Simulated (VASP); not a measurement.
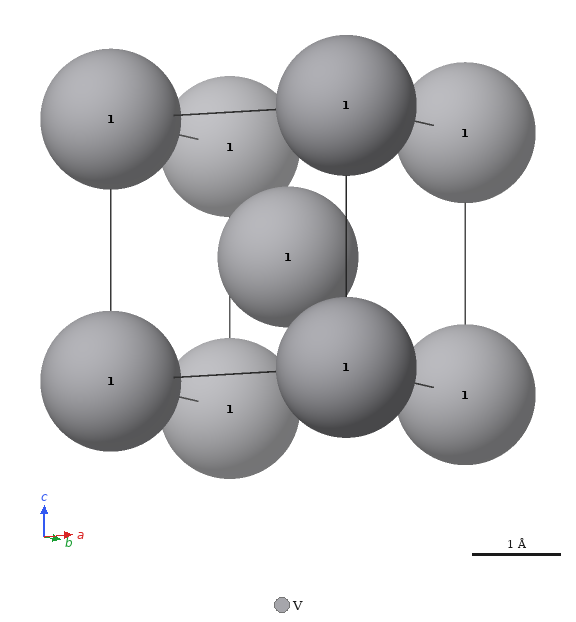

*The starting structure (spheres-only view of the cell 2 times as large as that of the calculation, set on its symmetry axes, seen at an oblique angle; atoms are numbered from 1 in the order of the input). An atom can appear more than once, as a periodic image.*

**Run report: V, geometry relaxation (part 1 of 2)**

V (1 atom in the cell), computed with Kohn-Sham DFT of a periodic cell, PBEsol, VASP PAW PBE potentials, recommended, spin-polarised (VASP 6.6.1).

The structure derives from an entry of the Crystallography Open Database.

### INCAR
```
SYSTEM = V
PREC = Accurate
ENCUT = 600
EDIFF = 1E-6
ISMEAR = -1
SIGMA = 0.05
LREAL = .FALSE.
LASPH = .TRUE.
NELM = 100
ALGO = Normal
ISIF = 3
LWAVE = .FALSE.
LCHARG = .FALSE.
ISPIN = 2
MAGMOM = 2
LORBIT = 11
LMAXMIX = 4
GGA = PS
IBRION = 2
NSW = 60
EDIFFG = -0.005
```

### KPOINTS
```
Automatic mesh
0
G
  10 10 10
  0 0 0
```

### POSCAR
```
V
1.0
   -1.5143500000      1.5143500000      1.5143500000
    1.5143500000     -1.5143500000      1.5143500000
    1.5143500000      1.5143500000     -1.5143500000
V
1
Direct
    0.0000000000      0.0000000000      0.0000000000
```

Launch command:
```bash
cat potpaw_PBE.64/V_sv/POTCAR > POTCAR
mpirun -np 1 vasp_std > vasp.out
```

### OSZICAR
```
N       E                     dE             d eps       ncg     rms          rms(c)
DAV:   1     0.997475812393E+02    0.99748E+02   -0.77337E+03  2068   0.142E+03
DAV:   2    -0.917531574521E+01   -0.10892E+03   -0.10613E+03  2089   0.373E+02
DAV:   3    -0.106592090806E+02   -0.14839E+01   -0.14600E+01  2239   0.514E+01
DAV:   4    -0.106673030480E+02   -0.80940E-02   -0.80936E-02  2307   0.410E+00
DAV:   5    -0.106674113352E+02   -0.10829E-03   -0.10829E-03  2332   0.449E-01    0.200E+01
DAV:   6    -0.958313840559E+01    0.10843E+01   -0.50951E+00  2149   0.330E+01    0.243E+00
DAV:   7    -0.960668400208E+01   -0.23546E-01   -0.18176E-01  2206   0.498E+00    0.193E+00
DAV:   8    -0.961042660030E+01   -0.37426E-02   -0.79408E-03  2206   0.141E+00    0.775E-01
DAV:   9    -0.960642923991E+01    0.39974E-02   -0.18840E-03  2215   0.679E-01    0.214E-01
DAV:  10    -0.960654221776E+01   -0.11298E-03   -0.82294E-04  2137   0.391E-01    0.512E-02
DAV:  11    -0.960657778963E+01   -0.35572E-04   -0.22388E-05  2221   0.689E-02    0.286E-02
DAV:  12    -0.960658770646E+01   -0.99168E-05   -0.96919E-06  2131   0.361E-02    0.802E-03
DAV:  13    -0.960658788450E+01   -0.17803E-06   -0.41571E-07  1160   0.723E-03
   1 F= -.96065879E+01 E0= -.95995838E+01  d E =-.960659E+01  mag=     0.0006
       N       E                     dE             d eps       ncg     rms          rms(c)
DAV:   1    -0.139402166190E+02   -0.43336E+01   -0.78555E+01  2068   0.149E+02    0.265E+01
DAV:   2    -0.970592280214E+01    0.42343E+01   -0.10575E+01  2074   0.569E+01    0.503E+00
DAV:   3    -0.960596401312E+01    0.99959E-01   -0.18974E-01  2212   0.671E+00    0.394E+00
DAV:   4    -0.958416648829E+01    0.21798E-01   -0.50634E-02  2098   0.328E+00    0.399E-01
DAV:   5    -0.958335490434E+01    0.81158E-03   -0.58768E-03  2305   0.127E+00    0.958E-02
DAV:   6    -0.958321188763E+01    0.14302E-03   -0.35497E-04  2077   0.325E-01    0.468E-02
DAV:   7    -0.958320757128E+01    0.43163E-05   -0.31420E-06  2162   0.282E-02    0.772E-03
DAV:   8    -0.958320749055E+01    0.80737E-07   -0.23293E-07  1070   0.750E-03
   2 F= -.95832075E+01 E0= -.95740949E+01  d E =0.233804E-01  mag=     0.0000
       N       E                     dE             d eps       ncg     rms          rms(c)
DAV:   1    -0.111892573303E+02   -0.16060E+01   -0.28173E+01  2068   0.969E+01    0.129E+01
DAV:   2    -0.966494959614E+01    0.15243E+01   -0.53593E+00  2074   0.354E+01    0.225E+00
DAV:   3    -0.964543975701E+01    0.19510E-01   -0.35432E-02  2104   0.289E+00    0.106E+00
DAV:   4    -0.963821400062E+01    0.72258E-02   -0.15991E-02  2140   0.168E+00    0.143E-01
DAV:   5    -0.963826436938E+01   -0.50369E-04   -0.32233E-04  2239   0.286E-01    0.337E-02
DAV:   6    -0.963824577301E+01    0.18596E-04   -0.36586E-05  2101   0.992E-02    0.810E-03
DAV:   7    -0.963824536304E+01    0.40997E-06   -0.76628E-07  1241   0.149E-02
   3 F= -.96382454E+01 E0= -.96304345E+01  d E =-.316575E-01  mag=     0.0000
       N       E                     dE             d eps       ncg     rms          rms(c)
DAV:   1    -0.963866357539E+01   -0.41780E-03   -0.70582E-03  2071   0.148E+00    0.224E-01
DAV:   2    -0.963826565449E+01    0.39792E-03   -0.12727E-03  2080   0.579E-01    0.482E-02
DAV:   3    -0.963826103140E+01    0.46231E-05   -0.75596E-06  2134   0.428E-02    0.244E-02
DAV:   4    -0.963825891288E+01    0.21185E-05   -0.39332E-06  2140   0.254E-02    0.140E-03
DAV:   5    -0.963825884361E+01    0.69272E-07   -0.29372E-08  1040   0.259E-03
   4 F= -.96382588E+01 E0= -.96304265E+01  d E =-.316710E-01  mag=    -0.0000
```

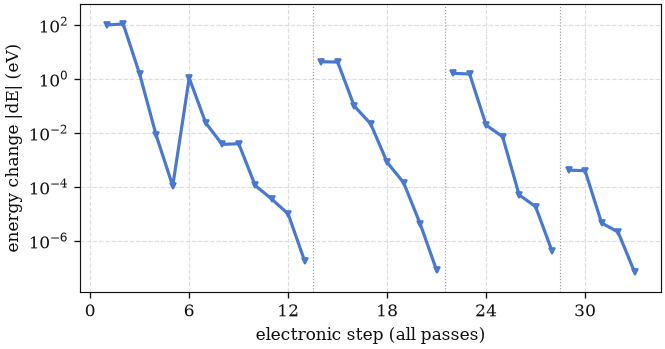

*Convergence of the self-consistent field: energy change |dE| against the electronic step. Each stretch between dotted lines is the SCF of one geometry step of a relaxation.*

The 4 ionic steps take 5 to 13 electronic steps each. The density is held fixed in the first few steps, and dE rises again when its update begins.

### Parts of OUTCAR
```
SYSTEM = V
   PREC = Accurate
   ENCUT = 600
   EDIFF = 1E-6
   ISMEAR = -1
   LREAL = .FALSE.
   LASPH = .TRUE.
   NELM = 100
   ISIF = 3
   ISPIN = 2
   LORBIT = 11
   GGA = PS
   IBRION = 2
   NSW = 60
   EDIFFG = -0.005

 ion  position               nearest neighbor table
   1  0.000  0.000  0.000-

  LATTYP: Found a body centered cubic cell.
 ALAT       =     3.0287000000

  Lattice vectors:

 A1 = (  -1.5143500000,   1.5143500000,   1.5143500000)
 A2 = (   1.5143500000,  -1.5143500000,   1.5143500000)
 A3 = (   1.5143500000,   1.5143500000,  -1.5143500000)

Analysis of symmetry for initial positions (statically):
=====================================================================
 Subroutine PRICEL returns:
 Original cell was already a primitive cell.

 Routine SETGRP: Setting up the symmetry group for a
 body centered cubic supercell.

 Subroutine GETGRP returns: Found 48 space group operations
 (whereof 48 operations were pure point group operations)
 out of a pool of 48 trial point group operations.

The static configuration has the point symmetry O_h .

Analysis of symmetry for dynamics (positions and initial velocities):
=====================================================================
 Subroutine PRICEL returns:
 Original cell was already a primitive cell.

 Routine SETGRP: Setting up the symmetry group for a
 body centered cubic supercell.

 Subroutine GETGRP returns: Found 48 space group operations
 (whereof 48 operations were pure point group operations)
 out of a pool of 48 trial point group operations.

The dynamic configuration has the point symmetry O_h .

Analysis of structural, dynamic, and magnetic symmetry:
=====================================================================
 Subroutine PRICEL returns:
 Original cell was already a primitive cell.

 Routine SETGRP: Setting up the symmetry group for a
 body centered cubic supercell.

 Subroutine GETGRP returns: Found 48 space group operations
 (whereof 48 operations were pure point group operations)
 out of a pool of 48 trial point group operations.

The overall configuration has the point symmetry O_h .

 Subroutine INISYM returns: Found 48 space group operations
 (whereof 48 operations are pure point group operations),
 and found     1 'primitive' translations

----------------------------------------------------------------------------------------

                                     Primitive cell

  volume of cell :      13.8912

  direct lattice vectors                    reciprocal lattice vectors
    -1.514350000  1.514350000  1.514350000     0.000000000  0.330174662  0.330174662
     1.514350000 -1.514350000  1.514350000     0.330174662  0.000000000  0.330174662
     1.514350000  1.514350000 -1.514350000     0.330174662  0.330174662  0.000000000

  length of vectors
     2.622931140  2.622931140  2.622931140     0.466937486  0.466937486  0.466937486

  position of ions in fractional coordinates (direct lattice)
     0.000000000  0.000000000  0.000000000

  ion indices of the primitive-cell ions
   primitive index   ion index
                 1           1

----------------------------------------------------------------------------------------

 KPOINTS: Automatic mesh

Automatic generation of k-mesh.
 Grid dimensions read from file:
 generate k-points for:   10   10   10

 Generating k-lattice:

  Cartesian coordinates                     Fractional coordinates (reciprocal lattice)
     0.000000000  0.033017466  0.033017466     0.100000000  0.000000000  0.000000000
     0.033017466  0.000000000  0.033017466     0.000000000  0.100000000  0.000000000
     0.033017466  0.033017466  0.000000000     0.000000000  0.000000000  0.100000000

  Length of vectors
     0.046693749  0.046693749  0.046693749

  Shift w.r.t. Gamma in fractional coordinates (k-lattice)
     0.000000000  0.000000000  0.000000000

 Subroutine IBZKPT returns following result:
 ===========================================

 Found     47 irreducible k-points:

 Following reciprocal coordinates:
            Coordinates               Weight
  0.000000  0.000000  0.000000      1.000000
  0.100000  0.000000  0.000000     12.000000
  0.200000  0.000000  0.000000     12.000000
  0.300000  0.000000  0.000000     12.000000
  0.400000  0.000000  0.000000     12.000000
  0.500000  0.000000  0.000000      6.000000
  0.100000  0.100000  0.000000     24.000000
  0.200000  0.100000  0.000000     48.000000
  0.300000  0.100000  0.000000     48.000000
  0.400000  0.100000  0.000000     48.000000
  0.200000  0.200000  0.000000     24.000000
  0.300000  0.200000  0.000000     48.000000
  0.400000  0.200000  0.000000     24.000000
  0.300000  0.300000  0.000000     24.000000
  0.100000  0.100000  0.100000      8.000000
  0.200000  0.100000  0.100000     24.000000
  0.300000  0.100000  0.100000     24.000000
  0.400000  0.100000  0.100000     12.000000
 -0.100000  0.100000  0.100000      6.000000
  0.200000  0.200000  0.100000     24.000000
  0.300000  0.200000  0.100000     48.000000
 -0.200000  0.200000  0.100000     24.000000
  0.300000  0.300000  0.100000      8.000000
 -0.300000  0.300000  0.100000     24.000000
 [... further k-points ...]
   k-points           NKPTS =     47   k-points in BZ     NKDIM =     47   number of bands    NBANDS=     11
   number of dos      NEDOS =    301   number of ions     NIONS =      1
   total plane-waves  NPLWV =  13824
   dimension x,y,z NGX =    24 NGY =   24 NGZ =   24
   dimension x,y,z NGXF=    48 NGYF=   48 NGZF=   48
   ions per type =               1
   NGX,Y,Z   is equivalent  to a cutoff of  15.21, 15.21, 15.21 a.u.
   NGXF,Y,Z  is equivalent  to a cutoff of  30.42, 30.42, 30.42 a.u.
 SYSTEM =  V
   PREC   = accura    normal or accurate (medium, high low for compatibility)
   ISTART =      0    job   : 0-new  1-cont  2-samecut
   ICHARG =      2    charge: 1-file 2-atom 10-const
   ISPIN  =      2    spin polarized calculation?
   LNONCOLLINEAR =      F non collinear calculations
   LSORBIT =      F    spin-orbit coupling
   LASPH  =      T    aspherical Exc in radial PAW
   ENCUT  =  600.0 eV  44.10 Ry    6.64 a.u.   5.24  5.24  5.24*2*pi/ulx,y,z
   NELM   =    100;   NELMIN=  2; NELMDL= -5     # of ELM steps
   EDIFF  = 0.1E-05   stopping-criterion for ELM
   LREAL  =      F    real-space projection
   EDIFFG = -.5E-02   stopping-criterion for IOM
   NSW    =     60    number of steps for IOM
   IBRION =      2    ionic relax: 0-MD 1-quasi-New 2-CG
   NFREE  =      1    steps in history (QN), initial steepest desc. (CG)
   ISIF   =      3    stress and relaxation
   ISYM   =      2    0-nonsym 1-usesym 2-fastsym
   POTIM  = 0.5000    time-step for ionic-motion
   TEBEG  =    0.0;   TEEND  =   0.0 temperature during run
   PSTRESS=    0.0 pullay stress
   NELECT =      13.0000    total number of electrons
   NUPDOWN=      -1.0000    fix difference up-down
   EMIN   =  10.00;   EMAX   =-10.00  energy-range for DOS
   EFERMI =   0.00;   METHOD = LEGACY
   ISMEAR =    -1;   SIGMA  =   0.05  broadening in eV -4-tet -1-fermi 0-gaus
   EFERMI_NEDOS =   21; number of points for ismear=-14 and -15
   IALGO  =     38    algorithm
   IMIX   =      4    mixing-type and parameters
     AMIX     =   0.40;   BMIX     =  1.00
     AMIX_MAG =   1.60;   BMIX_MAG =  1.00
  volume/ion in A,a.u.               =      13.89        93.74
  Fermi-wavevector in a.u.,A,eV,Ry     =   1.601313  3.026044 34.888125  2.564205
  Thomas-Fermi vector in A             =   2.698311
   LORBIT       =     11    0 simple, 1 ext, 2 COOP (PROOUT), +10 PAW based schemes
   GGA     = PS    functional components
   LHFCALC =     F    Hartree Fock is set to
   AEXX    =    0.0000 exact exchange contribution
   IVDW    =     0    specifies the selected vdW correction
   LEPSILON=     F    determine dielectric tensor
   LRPA    =     F    only Hartree local field effects (RPA)
 conjugate gradient relaxation of ions
 spin polarized calculation
  energy-cutoff  :      600.00
  volume of cell :       13.89
 maximum number of plane-waves:       476
 NGX is ok and might be reduce to    24
   NGX = 11   NGY = 11   NGZ = 11

--------------------------------------- Ionic step        1  -------------------------------------------

 number of electron      13.0000003 magnetization      -0.0084615

 number of electron      13.0000003 magnetization       0.0014866

 Free energy of the ion-electron system (eV)
  ---------------------------------------------------
  ext. energy  EPLUGINS =         0.00000000
  ---------------------------------------------------
  free energy    TOTEN  =        -9.60658788 eV

  energy without entropy =       -9.59257976  energy(sigma->0) =       -9.59958382

------------------------ aborting loop because EDIFF is reached ----------------------------------------

  FORCE on cell =-STRESS in cart. coord.  units (eV):
  Direction    XX          YY          ZZ          XY          YZ          ZX
  --------------------------------------------------------------------------------------
  -------------------------------------------------------------------------------------
  Total       -0.9763774     -0.9763774     -0.9763774      0.0000000      0.0000000      0.0000000
  in kB     -112.6132553   -112.6132553   -112.6132553      0.0000000      0.0000000      0.0000000
  external PRESSURE =    -112.6132553 kB  Pullay stress =       0.0000000 kB

 VOLUME and BASIS-vectors are now :
 -----------------------------------------------------------------------------
  energy-cutoff  :      600.00
  volume of cell :       13.89
      direct lattice vectors                 reciprocal lattice vectors
    -1.514350000  1.514350000  1.514350000     0.000000000  0.330174662  0.330174662
     1.514350000 -1.514350000  1.514350000     0.330174662  0.000000000  0.330174662
     1.514350000  1.514350000 -1.514350000     0.330174662  0.330174662  0.000000000

 POSITION                                       TOTAL-FORCE (eV/Angst)
 -----------------------------------------------------------------------------------
      0.00000      0.00000      0.00000         0.000000      0.000000      0.000000
 -----------------------------------------------------------------------------------
    total drift:                                0.000000      0.000000      0.000000

  FREE ENERGIE OF THE ION-ELECTRON SYSTEM (eV)
  ---------------------------------------------------
  free  energy   TOTEN  =        -9.6065878845 eV

  energy  without entropy=       -9.5925797625  energy(sigma->0) =       -9.59958382

--------------------------------------- Ionic step        2  -------------------------------------------

 number of electron      13.0000002 magnetization       0.0000270

 E-fermi :  11.0747     XC(G=0): -13.6993     alpha+bet :-20.9440

 val. band max:       11.0727593026   @ k =   0.4000   0.2000   0.0000
 cond. band min:      11.0792143277   @ k =   0.3000   0.0000   0.0000
 fundamental gap:      0.0064550251
 Fermi energy:        11.0747372101

 spin component 1

 k-point     1 :       0.0000    0.0000    0.0000
  band No.  band energies     occupation
      1     -52.3320      1.00000
      2     -25.5079      1.00000
      3     -25.5079      1.00000
      4     -25.5079      1.00000
      5       4.2371      1.00000
      6      11.4605      0.00045
      7      11.4605      0.00045
      8      11.4605      0.00045
      9      13.7721      0.00000
     10      13.7721      0.00000
     11      32.4275      0.00000

 k-point     2 :       0.1000    0.0000    0.0000
  band No.  band energies     occupation
      1     -52.3027      1.00000
      2     -25.6382      1.00000
      3     -25.5466      1.00000
      4     -25.5092      1.00000
      5       4.6808      1.00000
      6      11.2614      0.02333
      7      11.4057      0.00133
      8      11.7949      0.00000
      9      13.5587      0.00000
     10      13.7860      0.00000
     11      31.9086      0.00000
```
